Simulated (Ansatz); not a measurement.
## Geometry relaxation of C₈O (part 1 of 2)

The run: geometry relaxation of C₈O (slab, 9 atoms in the cell). Method and program: DFT PBE+D3(BJ), scalar-relativistic, plane waves, PAW, no spin polarisation (Ansatz 0.2.0).

The structure derives from a Materials Project entry. The input holds or restrains some coordinates. Forces given for the steps count only the free coordinates. It belongs to a series of runs on one base structure; here: O put at a bridge C-C site.

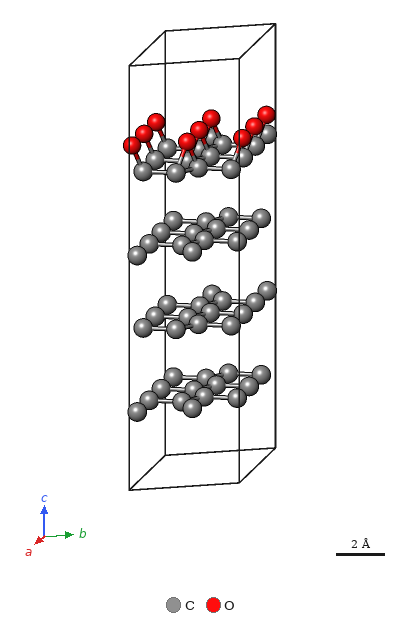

*The structure as given in the input (ball-and-stick view of the 3 × 2 repeat of the cell, with the vacuum cut short, seen slightly off an axis). An atom can appear more than once, as a periodic image.*

Near neighbours in the periodic cell (some may lie outside the picture): C has 3 C at 1.42 Å; C has 3 C at 1.42 Å and 1 O at 1.43 Å; O has 2 C at 1.43 Å.

### The input
```yaml
crystal:
  lattice:
    - [2.4655379958, 0.0, 0.0]
    - [-1.2327689979, 2.1341461202, 0.0]
    - [0.0, 0.0, 29.1985170553]
  atoms:
    - { symbol: C, position: [0.0833101793, 0.1666203587, 0.2911106747] }
    - { symbol: C, position: [0.4166898206, 0.8333796413, 0.2911106747] }
    - { symbol: C, position: [0.5833101794, 0.1666203587, 0.4075389574] }
    - { symbol: C, position: [0.9166898206, 0.8333796413, 0.4075389574] }
    - { symbol: C, position: [0.0833101793, 0.1666203587, 0.5239644132] }
    - { symbol: C, position: [0.4166898206, 0.8333796413, 0.5239644132] }
    - { symbol: C, position: [0.5833101794, 0.1666203587, 0.640392696] }
    - { symbol: C, position: [0.9166898206, 0.8333796413, 0.640392696] }
    - { symbol: O, position: [0.75, 1.0, 0.6828606062] }
basis:
  ecutwfc: 420
kpoints:
  mp_grid: { grid: [12, 12, 1] }
hamiltonian:
  xc: pbe
  dispersion: d3bj
scf:
  occupations: { method: gaussian, width: 0.1 }
output:
  forces: true
  eigenvalues: true
  write_density: true
  write_potential: true
  elf: true
  volumetric_format: npy
relax:
  adjacent_minimum: "off"
  f_tol: 0.03
  max_steps: 70
  constraints: [{ sites: [0, 1, 2, 3] }]
efield:
  axis: 3
  dipole_correction: true
  ramp_width: 0.04
```

Run as:
```bash
ansatz run input.yaml --threads 2 --pin off --max-ram 5120MiB --backend cpu --events-out ev --progress --plain --runs-dir out
```

### What the program printed
```
Engine: ansatz 0.2.0, x86_64-unknown-linux-gnu
Pseudopotentials: kind: paw
Pseudopotential: C, paw, valence charge 4, recommended cutoff 420 eV (normal), C.paw.azcp
Pseudopotential: O, paw, valence charge 6, recommended cutoff 420 eV (normal), O.paw.azcp
Functional definition: PBE
  parameter kappa = 0.804
  parameter beta = 0.06672455060314922
  exchange = pbe_x(kappa = kappa, mu = beta*pi^2/3)
  correlation = pbe_c(beta = beta)
Crystal: 9 atoms, lattice volume = 153.637 Å³
Basis set: ecut = 420 eV, 2887 PW (Γ), exchange–correlation on 36×36×400 points (8 copies of the dense FFT grid, shifted against one another)
Bands: 28, of which v1, the nominal top of the filled ones, is band 19 counted from 1 (18 counted from 0)
Symmetry: 2 space group operations
Space group: P2 (ITA 3), of the structure as read, at distance tolerance 5.4e-5 Å
k-points: 74 of 144
Non-local potential: C, projectors of the file, l = 0: 2, l = 1: 2, l = 2: 1
Non-local potential: O, projectors of the file, l = 0: 2, l = 1: 2, l = 2: 1
PAW form: soft (Blöchl's): semilocal exchange-correlation on the pseudo side does not see the compensation charge
PAW one-centre angular grid: C, 110 points (default); XC on 64 Gauss nodes
PAW one-centre angular grid: O, 110 points (default); XC on 64 Gauss nodes
Initial density: superposition of atomic densities (neutral atoms: chi_scale 0, normalization atom), corrected by the library's trained network
Initial wavefunctions: pseudopotential atomic-orbital guess
Functional: x = pbe(κ = 0.804, μ = 0.2195149727645171), c = pbe(β = 0.06672455060314922)
SCF iter   1: F=—  HF=-2572.533612 eV  |F-HF|=—  |Δ(HF+E_count)|=         —  Δρ=1.26e-2  dr2=1.31e0  ethr=1.77e-3  p=-0.211 e·Å  D=-2.49e-1 V/Å  ΔV_dip=7.26 eV  dr2_dipole=6.58e-1  V_vac-E_F(+/−)=10.79/3.53 eV  ⟨swp⟩=9.8  Hψ=14060  notcnv=0  defer=45
efield: sawtooth ramp at fractional position 0.9670 (placed from the atoms, in the widest stretch of the axis that holds none; the zero of the levels goes with the place), width 0.0400; the density the first Hamiltonian is built on has a dipole p = -0.211 e·Å; the dipole correction subtracts the counter field D = -2.49e-1 V/Å, which shifts the + side's vacuum level by +7.26 eV against the − side's; the planar-averaged density in the ramp window peaks in size at 3.3e-5 e/Å³
preconditioner: auto → LDOS  [insulator: Δε(μ)=0.114 eV  Ē_g=15.797 eV  σ=0.100 eV  W_gap=0.51  n_scr=20 (ndim 8)  ℏωp=18.5 eV  f_vac=0.503  D(μ)=0.66/eV (n_scr^D=8)  ε∞_Penn≈2.4  β→1.0]
SCF iter   2: F=—  HF=-2572.491124 eV  |F-HF|=—  |Δ(HF+E_count)|=   4.25e-2  Δρ=1.33e-2  dr2=6.91e-1  ethr=1.77e-3  p=-0.062 e·Å  D=-7.33e-2 V/Å  ΔV_dip=2.14 eV  dr2_dipole=5.51e-3  V_vac-E_F(+/−)=6.17/4.03 eV  ⟨swp⟩=3.8  Hψ=4375  notcnv=0  defer=270
SCF iter   3: F=—  HF=-2572.371342 eV  |F-HF|=—  |Δ(HF+E_count)|=   1.20e-1  Δρ=2.72e-3  dr2=1.09e-1  ethr=1.77e-3  p=-0.082 e·Å  D=-9.67e-2 V/Å  ΔV_dip=2.82 eV  dr2_dipole=3.52e-2  V_vac-E_F(+/−)=7.12/4.30 eV  ⟨swp⟩=2.9  Hψ=3626  notcnv=0  defer=278
SCF iter   4: F=—  HF=-2572.359832 eV  |F-HF|=—  |Δ(HF+E_count)|=   1.15e-2  Δρ=1.15e-3  dr2=4.27e-3  ethr=2.87e-4  p=-0.092 e·Å  D=-1.09e-1 V/Å  ΔV_dip=3.17 eV  dr2_dipole=2.04e-3  V_vac-E_F(+/−)=7.45/4.27 eV  ⟨swp⟩=2.1  Hψ=3052  notcnv=0  defer=274
SCF iter   5: F=—  HF=-2572.360182 eV  |F-HF|=—  |Δ(HF+E_count)|=   3.50e-4  Δρ=3.38e-4  dr2=7.30e-4  ethr=1.12e-5  p=-0.087 e·Å  D=-1.02e-1 V/Å  ΔV_dip=2.99 eV  dr2_dipole=3.35e-4  V_vac-E_F(+/−)=7.30/4.31 eV  ⟨swp⟩=2.0  Hψ=2492  notcnv=0  defer=274
SCF iter   6: F=—  HF=-2572.360347 eV  |F-HF|=—  |Δ(HF+E_count)|=   1.65e-4  Δρ=1.62e-4  dr2=6.11e-5  ethr=1.92e-6  p=-0.087 e·Å  D=-1.03e-1 V/Å  ΔV_dip=3.00 eV  dr2_dipole=2.64e-5  V_vac-E_F(+/−)=7.29/4.28 eV  ⟨swp⟩=1.4  Hψ=1910  notcnv=0  defer=274
SCF iter   7: F=-2572.360377 eV  HF=-2572.360386 eV  |F-HF|=9.11e-6  |Δ(HF+E_count)|=   3.95e-5  Δρ=7.60e-5  dr2=1.92e-5  ethr=5.92e-8  p=-0.087 e·Å  D=-1.02e-1 V/Å  ΔV_dip=2.99 eV  dr2_dipole=8.27e-6  V_vac-E_F(+/−)=7.28/4.29 eV  ⟨swp⟩=27.4  Hψ=24564  notcnv=0
SCF 1 converged in 7 iterations: F = -2572.360377 eV  dr2 = 1.92e-5
  Residual-converged pass: ⟨swp⟩=1.0  Hψ=2369  notcnv=0  max |occ|·‖R‖ = 7.0e-9 eV (tolerance 1.0e-8 eV)  dr2=1.92e-5  dr2_onsite=2.77e-7  max |Δocc| = 2.0e-10
  greatest PAW one-centre occupation: 0.887 electrons in one spin orbital (limit 2), on the O atom at site 8 (counted from 0), in its partial waves of l = 0
relax step   1: F+E_penalty+E_count = -2572.36037713 eV  Δ(F+E_penalty+E_count) = +0.000e0 eV  max|allowed force component| = 9.306e-1 eV/Å  Δτ_max = 0.0000 Å  (7 SCF iters, dr2 threshold 2.25e-5 eV, accepted)
Initial density: handed on by an earlier stage of this run
Initial wavefunctions: those handed on with the density
iter 1 solved again at ethr=3.23e-4 eV; its pass at ethr=3.10e-3 eV (dr2=1.23e-1 eV) is discarded
SCF iter   1: F=—  HF=-2572.397385 eV  |F-HF|=—  |Δ(HF+E_count)|=         —  Δρ=1.10e-2  dr2=1.22e-1  ethr=3.23e-4  p=-0.087 e·Å  D=-1.02e-1 V/Å  ΔV_dip=2.99 eV  dr2_dipole=4.90e-3  V_vac-E_F(+/−)=7.32/4.33 eV  ⟨swp⟩=1.1  Hψ=8319  notcnv=0  defer=315
efield: sawtooth ramp at fractional position 0.9670 (handed on by an earlier solve), width 0.0400; the density the first Hamiltonian is built on has a dipole p = -0.087 e·Å; the dipole correction subtracts the counter field D = -1.02e-1 V/Å, which shifts the + side's vacuum level by +2.99 eV against the − side's; the planar-averaged density in the ramp window peaks in size at 2.7e-6 e/Å³
preconditioner: auto → LDOS  [insulator: Δε(μ)=0.172 eV  Ē_g=15.926 eV  σ=0.100 eV  W_gap=0.67  n_scr=20 (ndim 8)  ℏωp=18.5 eV  f_vac=0.506  D(μ)=0.59/eV (n_scr^D=6)  ε∞_Penn≈2.3  β→1.0]
SCF iter   2: F=—  HF=-2572.416357 eV  |F-HF|=—  |Δ(HF+E_count)|=   1.90e-2  Δρ=5.74e-3  dr2=1.78e-1  ethr=3.21e-4  p=-0.082 e·Å  D=-9.66e-2 V/Å  ΔV_dip=2.82 eV  dr2_dipole=3.33e-4  V_vac-E_F(+/−)=7.12/4.30 eV  ⟨swp⟩=3.1  Hψ=3851  notcnv=0  defer=315
SCF iter   3: F=—  HF=-2572.367309 eV  |F-HF|=—  |Δ(HF+E_count)|=   4.90e-2  Δρ=1.31e-3  dr2=3.61e-3  ethr=3.21e-4  p=-0.087 e·Å  D=-1.02e-1 V/Å  ΔV_dip=2.98 eV  dr2_dipole=5.25e-6  V_vac-E_F(+/−)=7.27/4.28 eV  ⟨swp⟩=2.5  Hψ=3278  notcnv=0  defer=317
SCF iter   4: F=—  HF=-2572.366663 eV  |F-HF|=—  |Δ(HF+E_count)|=   6.46e-4  Δρ=3.39e-4  dr2=2.85e-4  ethr=9.50e-6  p=-0.087 e·Å  D=-1.02e-1 V/Å  ΔV_dip=2.97 eV  dr2_dipole=5.18e-5  V_vac-E_F(+/−)=7.27/4.29 eV  ⟨swp⟩=2.1  Hψ=3436  notcnv=0  defer=316
SCF iter   5: F=-2572.366638 eV  HF=-2572.366637 eV  |F-HF|=1.26e-6  |Δ(HF+E_count)|=   2.58e-5  Δρ=8.84e-5  dr2=1.82e-5  ethr=1.42e-7  p=-0.086 e·Å  D=-1.02e-1 V/Å  ΔV_dip=2.97 eV  dr2_dipole=4.46e-6  V_vac-E_F(+/−)=7.26/4.29 eV  ⟨swp⟩=24.2  Hψ=24686  notcnv=0
SCF 2 converged in 5 iterations: F = -2572.366638 eV  dr2 = 1.82e-5
relax step   2: F+E_penalty+E_count = -2572.36663822 eV  Δ(F+E_penalty+E_count) = -6.261e-3 eV  max|allowed force component| = 4.916e-1 eV/Å  Δτ_max = 0.0602 Å  (5 SCF iters, dr2 threshold 5.41e-5 eV, accepted)
SCF iter   1: F=—  HF=-2572.392046 eV  |F-HF|=—  |Δ(HF+E_count)|=         —  Δρ=7.63e-3  dr2=7.76e-2  ethr=1.86e-3  p=-0.086 e·Å  D=-1.02e-1 V/Å  ΔV_dip=2.97 eV  dr2_dipole=3.51e-3  V_vac-E_F(+/−)=7.24/4.27 eV  ⟨swp⟩=3.9  Hψ=5329  notcnv=0  defer=319
efield: sawtooth ramp at fractional position 0.9670 (handed on by an earlier solve), width 0.0400; the density the first Hamiltonian is built on has a dipole p = -0.086 e·Å; the dipole correction subtracts the counter field D = -1.02e-1 V/Å, which shifts the + side's vacuum level by +2.97 eV against the − side's; the planar-averaged density in the ramp window peaks in size at 3.0e-6 e/Å³
preconditioner: auto → LDOS  [metal: Δε(μ)=0.075 eV  Ē_g=15.931 eV  σ=0.100 eV  W_gap=0.37  n_scr=20 (ndim 8)  ℏωp=18.5 eV  f_vac=0.505  D(μ)=0.63/eV (n_scr^D=8)  β→1.0]
SCF iter   2: F=—  HF=-2572.407793 eV  |F-HF|=—  |Δ(HF+E_count)|=   1.57e-2  Δρ=4.89e-3  dr2=1.37e-1  ethr=2.04e-4  p=-0.087 e·Å  D=-1.02e-1 V/Å  ΔV_dip=2.98 eV  dr2_dipole=1.73e-3  V_vac-E_F(+/−)=7.26/4.28 eV  ⟨swp⟩=2.8  Hψ=4435  notcnv=0  defer=324
SCF iter   3: F=—  HF=-2572.370305 eV  |F-HF|=—  |Δ(HF+E_count)|=   3.75e-2  Δρ=6.61e-4  dr2=8.16e-4  ethr=2.04e-4  p=-0.085 e·Å  D=-1.00e-1 V/Å  ΔV_dip=2.93 eV  dr2_dipole=1.55e-4  V_vac-E_F(+/−)=7.23/4.30 eV  ⟨swp⟩=2.4  Hψ=3164  notcnv=0  defer=324
SCF iter   4: F=—  HF=-2572.370152 eV  |F-HF|=—  |Δ(HF+E_count)|=   1.53e-4  Δρ=2.58e-4  dr2=1.32e-4  ethr=2.15e-6  p=-0.086 e·Å  D=-1.01e-1 V/Å  ΔV_dip=2.96 eV  dr2_dipole=3.53e-5  V_vac-E_F(+/−)=7.24/4.29 eV  ⟨swp⟩=2.1  Hψ=3423  notcnv=0  defer=322
SCF iter   5: F=—  HF=-2572.370144 eV  |F-HF|=—  |Δ(HF+E_count)|=   7.29e-6  Δρ=1.09e-4  dr2=2.33e-5  ethr=3.47e-7  p=-0.086 e·Å  D=-1.01e-1 V/Å  ΔV_dip=2.96 eV  dr2_dipole=9.29e-6  V_vac-E_F(+/−)=7.24/4.29 eV  ⟨swp⟩=2.0  Hψ=2291  notcnv=0  defer=322
SCF iter   6: F=-2572.370141 eV  HF=-2572.370143 eV  |F-HF|=1.68e-6  |Δ(HF+E_count)|=   1.60e-6  Δρ=3.14e-5  dr2=2.41e-6  ethr=3.97e-8  p=-0.086 e·Å  D=-1.01e-1 V/Å  ΔV_dip=2.95 eV  dr2_dipole=4.42e-7  V_vac-E_F(+/−)=7.24/4.29 eV  ⟨swp⟩=24.0  Hψ=22236  notcnv=0
SCF 3 converged in 6 iterations: F = -2572.370141 eV  dr2 = 2.41e-6
relax step   3: F+E_penalty+E_count = -2572.37014112 eV  Δ(F+E_penalty+E_count) = -3.503e-3 eV  max|allowed force component| = 3.689e-2 eV/Å  Δτ_max = 0.0582 Å  (6 SCF iters, dr2 threshold 1.51e-5 eV, accepted)
SCF iter   1: F=—  HF=-2572.370624 eV  |F-HF|=—  |Δ(HF+E_count)|=         —  Δρ=1.63e-3  dr2=1.81e-3  ethr=5.86e-5  p=-0.086 e·Å  D=-1.01e-1 V/Å  ΔV_dip=2.95 eV  dr2_dipole=1.32e-4  V_vac-E_F(+/−)=7.25/4.30 eV  ⟨swp⟩=2.0  Hψ=4901  notcnv=0  defer=205
efield: sawtooth ramp at fractional position 0.9670 (handed on by an earlier solve), width 0.0400; the density the first Hamiltonian is built on has a dipole p = -0.086 e·Å; the dipole correction subtracts the counter field D = -1.01e-1 V/Å, which shifts the + side's vacuum level by +2.95 eV against the − side's; the planar-averaged density in the ramp window peaks in size at 2.1e-6 e/Å³
preconditioner: auto → LDOS  [insulator: Δε(μ)=0.123 eV  Ē_g=15.927 eV  σ=0.100 eV  W_gap=0.54  n_scr=20 (ndim 8)  ℏωp=18.5 eV  f_vac=0.506  D(μ)=0.61/eV (n_scr^D=6)  ε∞_Penn≈2.3  β→1.0]
SCF iter   2: F=—  HF=-2572.370678 eV  |F-HF|=—  |Δ(HF+E_count)|=   5.46e-5  Δρ=6.16e-4  dr2=1.73e-3  ethr=4.77e-6  p=-0.085 e·Å  D=-1.00e-1 V/Å  ΔV_dip=2.93 eV  dr2_dipole=6.83e-5  V_vac-E_F(+/−)=7.22/4.29 eV  ⟨swp⟩=2.1  Hψ=4136  notcnv=0  defer=223
SCF iter   3: F=—  HF=-2572.370241 eV  |F-HF|=—  |Δ(HF+E_count)|=   4.37e-4  Δρ=1.93e-4  dr2=1.29e-4  ethr=4.54e-6  p=-0.086 e·Å  D=-1.01e-1 V/Å  ΔV_dip=2.95 eV  dr2_dipole=1.25e-6  V_vac-E_F(+/−)=7.24/4.29 eV  ⟨swp⟩=2.0  Hψ=2804  notcnv=0  defer=223
SCF iter   4: F=—  HF=-2572.370226 eV  |F-HF|=—  |Δ(HF+E_count)|=   1.52e-5  Δρ=5.02e-5  dr2=6.25e-6  ethr=3.40e-7  p=-0.086 e·Å  D=-1.01e-1 V/Å  ΔV_dip=2.95 eV  dr2_dipole=3.66e-7  V_vac-E_F(+/−)=7.24/4.29 eV  ⟨swp⟩=2.0  Hψ=2588  notcnv=0  defer=223
SCF iter   5: F=—  HF=-2572.370201 eV  |F-HF|=—  |Δ(HF+E_count)|=   2.49e-5  Δρ=1.22e-5  dr2=1.52e-7  ethr=1.65e-8  p=-0.086 e·Å  D=-1.01e-1 V/Å  ΔV_dip=2.95 eV  dr2_dipole=2.15e-8  V_vac-E_F(+/−)=7.24/4.29 eV  ⟨swp⟩=2.4  Hψ=2925  notcnv=0  defer=223
iter 6 did not close the SCF: its close was put off until two iterations running show no level that it waits for move by more than its bar (scf_convergence_deferred on its scf_iter line)
SCF iter   6: F=-2572.370203 eV  HF=-2572.370202 eV  |F-HF|=5.94e-7  |Δ(HF+E_count)|=   1.31e-6  Δρ=3.79e-6  dr2=1.93e-8  ethr=2.63e-10  p=-0.086 e·Å  D=-1.01e-1 V/Å  ΔV_dip=2.95 eV  dr2_dipole=3.24e-9  V_vac-E_F(+/−)=7.24/4.29 eV  ⟨swp⟩=18.8  Hψ=18828  notcnv=0
iter 7 did not close the SCF: its close was put off until two iterations running show no level that it waits for move by more than its bar (scf_convergence_deferred on its scf_iter line)
SCF iter   7: F=-2572.370203 eV  HF=-2572.370203 eV  |F-HF|=1.51e-7  |Δ(HF+E_count)|=   4.57e-7  Δρ=1.15e-6  dr2=1.71e-9  ethr=5.07e-11  p=-0.086 e·Å  D=-1.01e-1 V/Å  ΔV_dip=2.95 eV  dr2_dipole=6.43e-10  V_vac-E_F(+/−)=7.24/4.29 eV  ⟨swp⟩=11.5  Hψ=14850  notcnv=0
SCF iter   8: F=-2572.370203 eV  HF=-2572.370203 eV  |F-HF|=3.20e-8  |Δ(HF+E_count)|=   1.21e-7  Δρ=4.44e-7  dr2=1.61e-10  ethr=4.50e-12  p=-0.086 e·Å  D=-1.01e-1 V/Å  ΔV_dip=2.95 eV  dr2_dipole=1.16e-11  V_vac-E_F(+/−)=7.24/4.29 eV  ⟨swp⟩=10.1  Hψ=13554  notcnv=0
SCF 4 converged in 8 iterations: F = -2572.370203 eV  dr2 = 1.61e-10
relax step   4: F+E_penalty+E_count = -2572.37020297 eV  Δ(F+E_penalty+E_count) = -6.185e-5 eV  max|allowed force component| = 1.110e-2 eV/Å  Δτ_max = 0.0080 Å  (8 SCF iters, accepted)
```

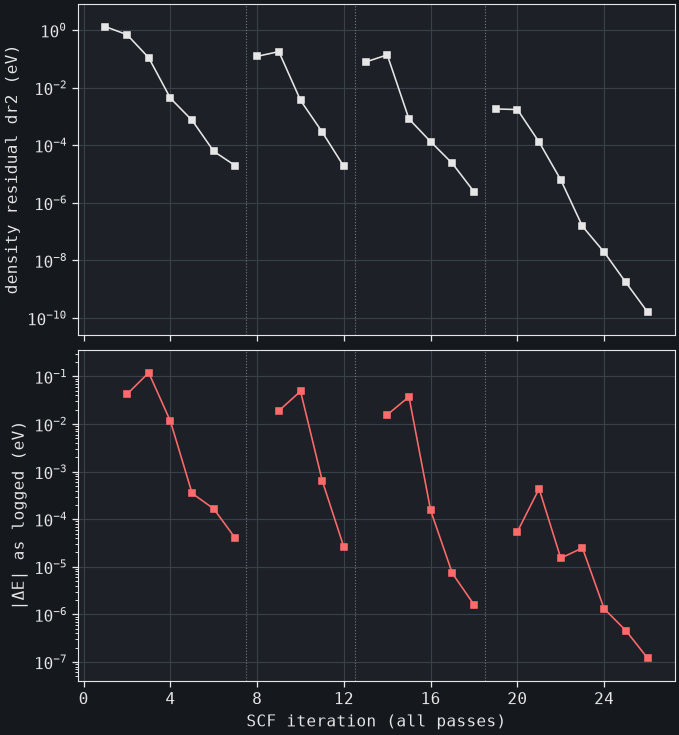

*Convergence of the self-consistent field: density residual dr2 and size of the energy change against the SCF iteration. The dotted lines part the SCF passes of the relaxation: geometry steps, rejected trials and re-solves on a re-selected basis.*

The passes take 7, 5, 6 and 8 iterations.
